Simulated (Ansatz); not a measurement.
H22CO12: several calculations on one system

Part 1: Relaxation

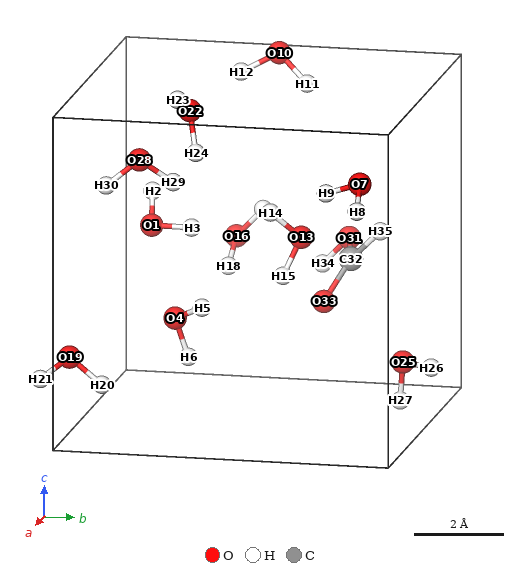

An amorphous cell of composition H$_{22}$CO$_{12}$, before the relaxation. The picture is a ball-and-stick view of the cell of the calculation, seen slightly off an axis.

The cell holds 10 H2O + 1 HCOOH. The run prepares the start of a later molecular dynamics calculation, from a guessed geometry.

Computed with Ansatz, DFT PBEsol, scalar-relativistic, plane waves, PAW.

Input
```yaml
accuracy: low
crystal:
  lattice:
    - [7.785443, 0.0, 0.0]
    - [0.0, 7.785443, 0.0]
    - [0.0, 0.0, 7.785443]
  atoms:
    - { symbol: O, position: [0.3818401, 0.1598581, 0.5354676] }
    - { symbol: H, position: [0.2878813, 0.1416771, 0.6149556] }
    - { symbol: H, position: [0.4012532, 0.2826782, 0.5394027] }
    - { symbol: O, position: [0.5708541, 0.2708237, 0.3080972] }
    - { symbol: H, position: [0.6342547, 0.364535, 0.3598245] }
    - { symbol: H, position: [0.5551614, 0.3066712, 0.1900046] }
    - { symbol: O, position: [0.8666954, 0.8859926, 0.8138792] }
    - { symbol: H, position: [0.9774132, 0.9011982, 0.7592211] }
    - { symbol: H, position: [0.8267023, 0.7763243, 0.7708611] }
    - { symbol: O, position: [0.2198282, 0.5048825, 1.0322659] }
    - { symbol: H, position: [0.2510039, 0.5945858, 0.9519008] }
    - { symbol: H, position: [0.2668861, 0.4014392, 0.9816479] }
    - { symbol: O, position: [0.4432357, 0.618999, 0.5381615] }
    - { symbol: H, position: [0.4902042, 0.5374771, 0.6195573] }
    - { symbol: H, position: [0.4728818, 0.5712098, 0.427191] }
    - { symbol: O, position: [0.0176078, 0.3330242, 0.424491] }
    - { symbol: H, position: [0.0372077, 0.4169204, 0.5142374] }
    - { symbol: H, position: [0.1241244, 0.3322633, 0.3602198] }
    - { symbol: O, position: [0.8694293, 0.0209523, 0.2500612] }
    - { symbol: H, position: [0.8552315, 0.1139974, 0.168709] }
    - { symbol: H, position: [0.9638814, -0.0454216, 0.203688] }
    - { symbol: O, position: [0.832689, 0.3721456, 0.9997045] }
    - { symbol: H, position: [0.9418295, 0.3589642, 1.0579432] }
    - { symbol: H, position: [0.8642119, 0.3963169, 0.8818096] }
    - { symbol: O, position: [0.3593178, 0.903889, 0.1585569] }
    - { symbol: H, position: [0.4325795, 1.0042488, 0.1647038] }
    - { symbol: H, position: [0.3362832, 0.8908412, 0.036999] }
    - { symbol: O, position: [0.6356526, 0.178445, 0.7936639] }
    - { symbol: H, position: [0.5912386, 0.2692432, 0.7211364] }
    - { symbol: H, position: [0.6514179, 0.0827154, 0.7157893] }
    - { symbol: O, position: [0.000227, 0.6657574, 0.4327607] }
    - { symbol: C, position: [0.167433, 0.7068715, 0.4117519] }
    - { symbol: O, position: [0.2614763, 0.6468046, 0.3031268] }
    - { symbol: H, position: [-0.0259933, 0.5802923, 0.3441028] }
    - { symbol: H, position: [0.2045102, 0.8027086, 0.5080088] }
basis:
  ecutwfc: 420.0
kpoints:
  mp_grid: { grid: [1, 1, 1] }
hamiltonian:
  xc: pbesol
scf:
  occupations: { method: fermi_dirac, width: 0.02 }
  lower_state_search: "off"
relax:
  f_tol: 0.3
  max_steps: 15
  adjacent_minimum: "off"
```

Launched with:
```bash
ansatz run input.yaml --threads 1 --pin off --max-ram 3072MiB --backend cpu --events-out ev --progress --plain --runs-dir out
```

### What does the optimiser find from here?

After 14 geometry steps the energy has fallen by 171 meV per atom. The largest force component goes from 1.5 to 0.22 eV/Å. The atom that moves furthest is O25 (1.60 Å roughly along [0 3 −1]). Largest moves by element: O 1.60 Å, H 1.39 Å, C 0.25 Å. The cell doesn't change. Near-neighbour distances that change, for instance: O16–H18 0.969 → 1.028 Å, O31–H34 0.980 → 1.037 Å, O19–H20 0.969 → 1.015 Å, O22–H24 0.969 → 1.009 Å. Bond angles that change, for instance: H23–O22–H24 104.0° → 108.7°, C32–O31–H34 106.0° → 110.2°, H20–O19–H21 104.0° → 106.9°. The run took 32 s on 1 thread of Intel(R) Xeon(R) Platinum 8488C (Sapphire Rapids) (shared host), peak memory 0.52 GiB.

Final geometry:

```
CELL_PARAMETERS angstrom
7.78544 0.00000 0.00000
0.00000 7.78544 0.00000
0.00000 0.00000 7.78544
ATOMIC_POSITIONS crystal
O 0.37542 0.19382 0.57300
H 0.31896 0.29314 0.62400
H 0.42900 0.23902 0.46671
O 0.59108 0.28037 0.31017
H 0.69150 0.26063 0.38403
H 0.64496 0.33068 0.20597
O 0.80534 0.85307 0.71707
H 0.88615 0.82982 0.62286
H 0.71169 0.77007 0.69713
O 0.15207 0.38981 0.99202
H 0.19463 0.48129 0.06644
H 0.21832 0.28735 0.03035
O 0.54523 0.59558 0.61439
H 0.60474 0.48531 0.61200
H 0.49147 0.60317 0.50069
O 0.93881 0.37265 0.45048
H 0.97166 0.33283 0.56473
H 0.96902 0.27292 0.36942
O 0.95695 0.11281 0.24593
H 0.89335 0.17265 0.14907
H 0.06661 0.07277 0.19862
O 0.80450 0.32230 0.03056
H 0.92047 0.36947 0.00398
H 0.75334 0.27408 0.92174
O 0.33371 0.10338 0.11633
H 0.43051 0.14528 0.18788
H 0.39076 0.03261 0.03009
O 0.67543 0.17392 0.75514
H 0.56013 0.17223 0.69924
H 0.72514 0.05628 0.73827
O 0.02641 0.69456 0.44435
C 0.18521 0.72645 0.39401
O 0.28090 0.62270 0.32533
H 0.99861 0.56522 0.42944
H 0.22439 0.86110 0.42243
```

The end point in the same view:

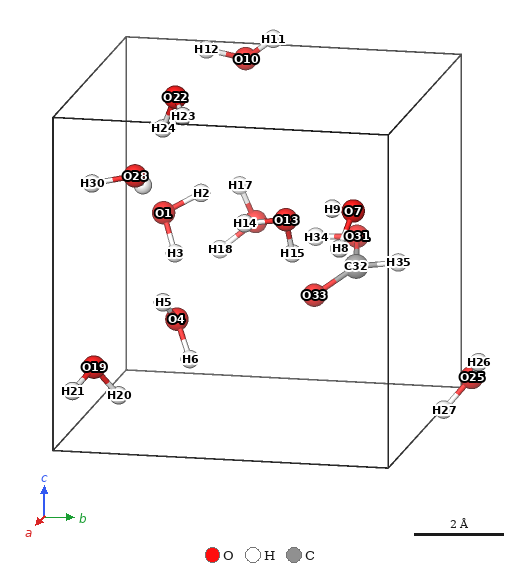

Limits of the set-up: the program's low-accuracy preset was used; the periodic images lie only 7.8 Å apart, so the values are limited by the cell's size.

Part 2: Dynamics

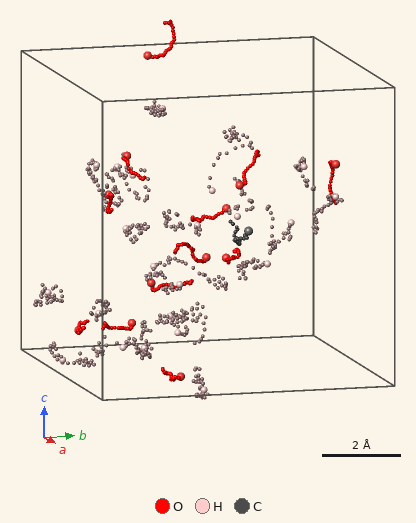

First-principles dynamics of a periodic cell with 10 H2O + 1 HCOOH at 0.796 g/cm³, 150 fs long. Dots mark each atom's position at evenly spaced times, in the colour of its element; spheres stand at the starting positions. Seen slightly off an axis in the simulation cell.

Method: DFT PBEsol, scalar-relativistic, plane waves, PAW (Ansatz 0.2.0). Run with plane-wave cutoff 420 eV; k-point mesh 1 × 1 × 1; Fermi-Dirac smearing 0.02 eV; low-accuracy preset; Langevin thermostat (NVT); set temperature 700 K; time step 0.5 fs; friction 0.02 per fs.

What do the traces tell about the motion?

Root-mean-square distances from the starting positions over the second half, with the common drift of all atoms taken out: H 0.96 Å, O 0.83 Å, C 0.41 Å. The heavy atoms stay within a fraction of a molecule's size of their starting places; so short a run doesn't tell a liquid from a solid.

Limits of the set-up: the program's low-accuracy preset was used; the periodic images lie only 7.8 Å apart, so the values are limited by the cell's size.

Cost: 8.1 min on 1 thread of Intel(R) Xeon(R) Platinum 8488C (Sapphire Rapids), on a shared host, peak memory 0.54 GiB.

Part 3: Dynamics

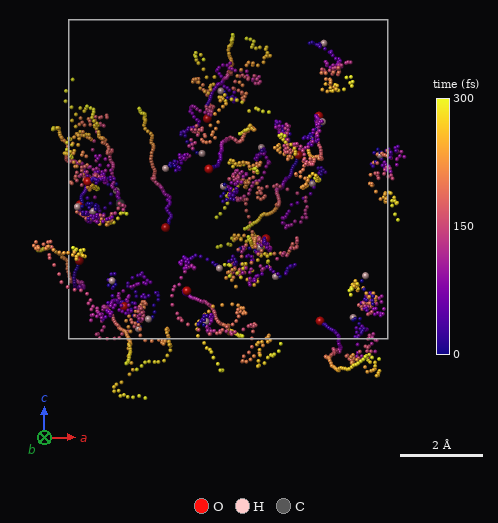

A Born-Oppenheimer molecular dynamics run of a periodic cell with 10 H2O + 1 HCOOH at 0.796 g/cm³, 300 fs long. It starts from the last geometry of an earlier run, with fresh velocities. Dots mark each atom's position at evenly spaced times, coloured by time; spheres stand at the starting positions. Seen along the b axis in the simulation cell.

Method: DFT PBEsol, scalar-relativistic, plane waves, PAW (Ansatz). Run with plane-wave cutoff 420 eV; k-point mesh 1 × 1 × 1; Fermi-Dirac smearing 0.02 eV; low-accuracy preset; Nosé-Hoover thermostat (NVT); set temperature 700 K; time step 0.75 fs; thermostat time 100.0 fs.

How do the atoms move?

In the second half of the run the atoms are, in the root-mean-square, this far from where they began (common drift taken out): C 1.75 Å, H 1.49 Å, O 1.40 Å. The molecules turn and drift from their places.

Limits of the set-up: the program's low-accuracy preset was used; the periodic images lie only 7.8 Å apart, so the values are limited by the cell's size.

The run took 11 min on 1 thread of Intel(R) Xeon(R) Platinum 8488C (Sapphire Rapids), with other jobs on the host, peak memory 0.55 GiB.
